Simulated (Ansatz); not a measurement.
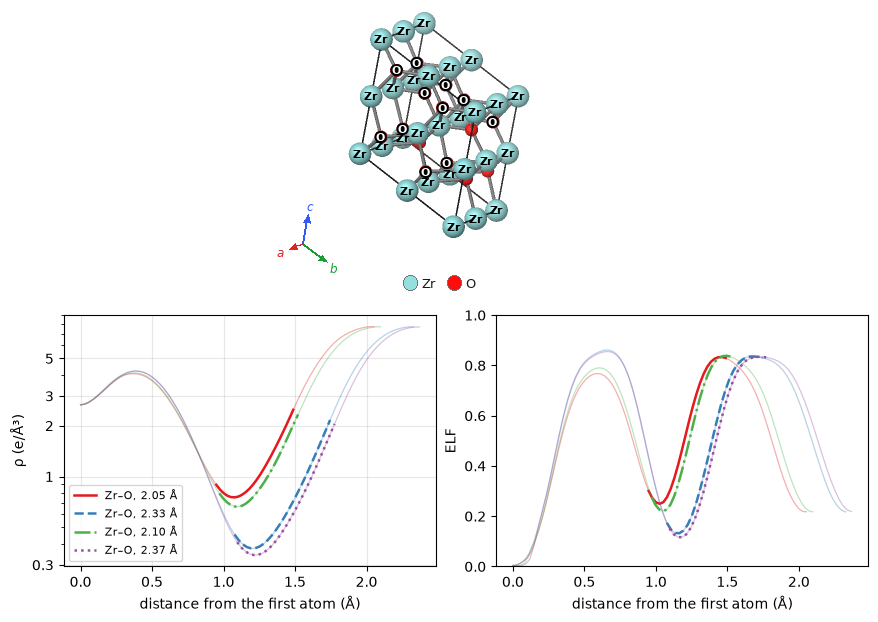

Zr8O15 (cell with a defect). Valence electron density and ELF along straight lines between neighbouring atoms. Thin, pale parts lie inside the atomic spheres. The structure is drawn too.

Method: DFT PBE, scalar-relativistic, plane waves, PAW in Ansatz 0.2.0.

The density is the valence pseudo-density of a PAW calculation; it isn't the true density close to the nuclei.

What can be read from the curves?

Answer. Zr–O (2.05 Å): ρ is about 0.77 e/Å³ halfway; the ELF peaks at about 0.85 in the valence shell of O, 0.6 Å from its nucleus, and drops to about 0.25 between the two atoms; no localised pair shows between them.
Zr–O (2.33 Å): ρ is about 0.38 e/Å³ halfway; the ELF peaks at about 0.85 in the valence shell of O, 0.6 Å from its nucleus, and drops to about 0.15 between the two atoms: no localised pair shows between them.
Zr–O (2.10 Å): ρ at the midpoint is about 0.68 e/Å³; the ELF peaks at about 0.85 in the valence shell of O, 0.6 Å from its nucleus, and drops to about 0.20 between the two atoms; no localised pair shows between them.
Zr–O (2.37 Å): ρ is about 0.35 e/Å³ halfway; the ELF peaks at about 0.85 in the valence shell of O, 0.7 Å from its nucleus, and drops to about 0.10 between the two atoms (no shared electron pair shows on this line).
